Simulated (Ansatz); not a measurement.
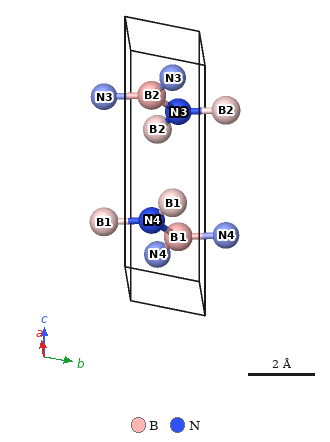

Fig. 1: The structure as given in the input (ball-and-stick view of the cell of the calculation, seen at an oblique angle; neighbours outside the cell are drawn fainter; atoms are numbered from 1 in the order of the input). An atom can appear more than once, as a periodic image.

**Single-point calculation, with input and output: BN**

BN (P6₃/mmc, 4 atoms in the cell), computed with DFT, PBE, plane waves, PAW, no spin polarisation (Ansatz 0.2.0).

The structure derives from a Materials Project entry. Figures and captions count atoms from 1; the log counts them from 0 in places.

The program's output
```
Engine: ansatz 0.2.0, x86_64-unknown-linux-gnu
Pseudopotentials: kind: paw
Pseudopotential: B, paw, valence charge 3, recommended cutoff 420 eV (normal), B.paw.azcp
Pseudopotential: N, paw, valence charge 5, recommended cutoff 420 eV (normal), N.paw.azcp
Functional definition: PBE
  parameter kappa = 0.804
  parameter beta = 0.06672455060314922
  exchange = pbe_x(kappa = kappa, mu = beta*pi^2/3)
  correlation = pbe_c(beta = beta)
Crystal: 4 atoms, lattice volume = 45.600 Å³
Basis set: ecut = 420 eV, 885 PW (Γ), exchange–correlation on 36×36×120 points (8 copies of the dense FFT grid, shifted against one another)
Bands: 12, of which v1, the nominal top of the filled ones, is band 8 counted from 1 (7 counted from 0)
Symmetry: 24 space group operations
Space group: P63/mmc (ITA 194), of the structure as read, at distance tolerance 3.6e-5 Å
k-points: 57 of 576
Non-local potential: B, projectors of the file, l = 0: 2, l = 1: 2, l = 2: 1
Non-local potential: N, projectors of the file, l = 0: 2, l = 1: 2, l = 2: 1
PAW form: soft (Blöchl's): semilocal exchange-correlation on the pseudo side does not see the compensation charge
PAW one-centre angular grid: B, 110 points (default); XC on 64 Gauss nodes
PAW one-centre angular grid: N, 110 points (default); XC on 64 Gauss nodes
Initial density: superposition of atomic densities (neutral atoms: chi_scale 0, normalization atom), corrected by the library's trained network
Initial wavefunctions: pseudopotential atomic-orbital guess
Functional: x = pbe(κ = 0.804, μ = 0.2195149727645171), c = pbe(β = 0.06672455060314922)
SCF iter   1: F=—  HF=-1084.859416 eV  |F-HF|=—  |Δ(HF+E_count)|=         —  Δρ=3.90e-3  dr2=2.42e-3  ethr=1.77e-3  ⟨swp⟩=6.6  Hψ=4332  notcnv=0
preconditioner: auto → none  [insulator: Δε(μ)=4.362 eV  Ē_g=15.338 eV  σ=0.020 eV  W_gap=1.00  n_scr=6 (ndim 8)  ℏωp=22.0 eV  f_vac=0.234  D(μ)=0.00/eV (n_scr^D=0)  ε∞_Penn≈3.1]
SCF iter   2: F=—  HF=-1084.860548 eV  |F-HF|=—  |Δ(HF+E_count)|=   1.13e-3  Δρ=1.64e-3  dr2=3.75e-4  ethr=1.51e-5  ⟨swp⟩=2.6  Hψ=1780  notcnv=0
SCF iter   3: F=—  HF=-1084.860911 eV  |F-HF|=—  |Δ(HF+E_count)|=   3.64e-4  Δρ=7.80e-4  dr2=6.69e-5  ethr=2.34e-6  ⟨swp⟩=2.0  Hψ=1194  notcnv=0
SCF iter   4: F=—  HF=-1084.861068 eV  |F-HF|=—  |Δ(HF+E_count)|=   1.57e-4  Δρ=7.13e-5  dr2=9.33e-7  ethr=4.18e-7  ⟨swp⟩=2.1  Hψ=1294  notcnv=0
iter 5 did not close the SCF: its close was put off for the readings that it lacked (scf_convergence_deferred on its scf_iter line)
SCF iter   5: F=-1084.861072 eV  HF=-1084.861072 eV  |F-HF|=4.38e-8  |Δ(HF+E_count)|=   3.29e-6  Δρ=8.73e-6  dr2=2.35e-8  ethr=5.83e-9  ⟨swp⟩=2.1  Hψ=1098  notcnv=0
SCF iter   6: F=-1084.861072 eV  HF=-1084.861072 eV  |F-HF|=1.35e-10  |Δ(HF+E_count)|=   5.23e-8  Δρ=1.60e-6  dr2=8.77e-10  ethr=1.47e-10  ⟨swp⟩=2.2  Hψ=2523  notcnv=0
SCF 1 converged in 6 iterations: F = -1084.861072 eV  dr2 = 8.77e-10
  greatest PAW one-centre occupation: 0.796 electrons in one spin orbital (limit 2), on the N atom at site 3 (counted from 0), in its partial waves of l = 0
```

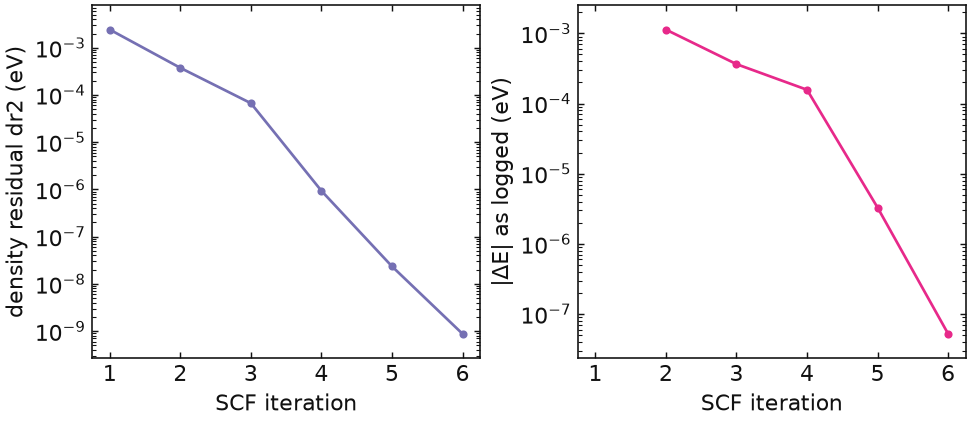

Fig. 2: Convergence of the self-consistent field: density residual dr2 and size of the energy change against the SCF iteration. The residual falls at every step.

```
SCF converged after 6 iterations
Free energy (F): -1084.861072 eV
Harris-Foulkes:  -1084.861072 eV  (|F-HF|=1.35e-10)
Internal energy: -1084.861072 eV  (E = F + TS)
E sigma→0 (E₀):  -1084.861072 eV
Fermi energy:    4.756177 eV
--- Per-component energies (eV) ---
  E_band       = -72.849744
  E_kinetic    = 365.512877
  E_local      = -957.063422  (includes V_loc(G=0)·N_el)
  E_nonlocal   = 115.412094
  E_hartree    = 338.529892
  E_xc         = -184.008184
  E_vxc        = -228.225478  (∫ρ·V_xc dr)
  E_paw        = -413.512238  (= ΣΔE_a)
  E_vpaw       = -45.546580  (= ΣTr[D̂ρ^β])
  E_aug_tail   = 0.000194  (compensation charges beyond the density's cutoff)
  E_ewald      = -349.732284
  E_smearing   = -0.000000  (= −TS)
  E_closure    = -0.000000  (closes the sum)
  Σ components = -1084.861072   (vs F -1084.861072, Δ=0.00e0)
--- Forces (eV/Å), atoms counted from 1 ---
  atom   1  B     -0.00000000    -0.00000000     0.00000000
  atom   2  B      0.00000000     0.00000000     0.00000000
  atom   3  N      0.00000000    -0.00000000     0.00000000
  atom   4  N      0.00000000     0.00000000     0.00000000
  max |Σ_I F_I| component: 1.30e-16 eV/Å
--- Stress (GPa, compression-positive) ---
       -0.009969       0.000000       0.000000
        0.000000      -0.009969       0.000000
        0.000000       0.000000       0.044482
  P = ⅓ Tr σ = 0.0082 GPa (0.082 kbar)
--- Band table (eV; the first three rows and the last of 57) ---
  k-point 0: bands = ["-15.0713", "-15.0306", "-2.9330", "-2.3301", "1.2085", "1.2085", "1.2101", "1.2101", "6.9555", "10.3213", "12.6212", "14.0886"]
  k-point 1: bands = ["-15.0654", "-15.0366", "-2.8525", "-2.4276", "1.2084", "1.2084", "1.2097", "1.2097", "7.3024", "9.5013", "13.3016", "14.0909"]
  k-point 2: bands = ["-15.0511", "-15.0511", "-2.6481", "-2.6481", "1.2088", "1.2088", "1.2088", "1.2088", "8.2432", "8.2432", "14.0960", "14.0960"]
  k-point 56: bands = ["-11.4237", "-11.4237", "-5.2981", "-5.2981", "-4.5944", "-4.5944", "2.5567", "2.5567", "7.2151", "7.2151", "14.7126", "14.7126"]
```

This output came from the following input.

The input
```yaml
crystal:
  lattice:
    - [2.5121811436, 0.0, 0.0]
    - [-1.2560905718, 2.1756126893, 0.0]
    - [0.0, 0.0, 8.3431635353]
  atoms:
    - { symbol: B, position: [0.3333333333, 0.6666666667, 0.25] }
    - { symbol: B, position: [0.6666666667, 0.3333333333, 0.75] }
    - { symbol: "N", position: [0.3333333333, 0.6666666667, 0.75] }
    - { symbol: "N", position: [0.6666666667, 0.3333333333, 0.25] }
basis:
  ecutwfc: 420
kpoints:
  mp_grid: { grid: [12, 12, 4] }
hamiltonian:
  xc: pbe
scf:
  occupations: { method: gaussian, width: 0.02 }
  lower_state_search: standard
output:
  forces: true
  eigenvalues: true
  stress: true
```

Launched with:
```bash
ansatz run input.yaml --threads 4 --pin off --max-ram 10240MiB --backend cpu --events-out ev --progress --plain --runs-dir out
```

Key numbers

```json
{"quantity": "outcome", "value": "converged"}
{"quantity": "space group (tolerance 0.01 Å)", "value": "P6₃/mmc (194)"}
{"quantity": "electrons treated", "value": "16"}
{"quantity": "free energy", "value": "−1084.8611 eV"}
{"quantity": "Fermi energy", "value": "4.756 eV"}
{"quantity": "gap on the k-point mesh", "value": "4.40 eV"}
{"quantity": "pressure", "value": "0.01 GPa"}
{"quantity": "largest force (length of the vector)", "value": "under 0.001 eV/Å"}
{"quantity": "hardware", "value": "4 threads of Intel Xeon (Granite Rapids), 32 GiB of memory available, shared host"}
{"quantity": "peak memory", "value": "0.35 GiB"}
```

Remarks

Settings chosen away from the usual ones: scf.lower_state_search set to standard.
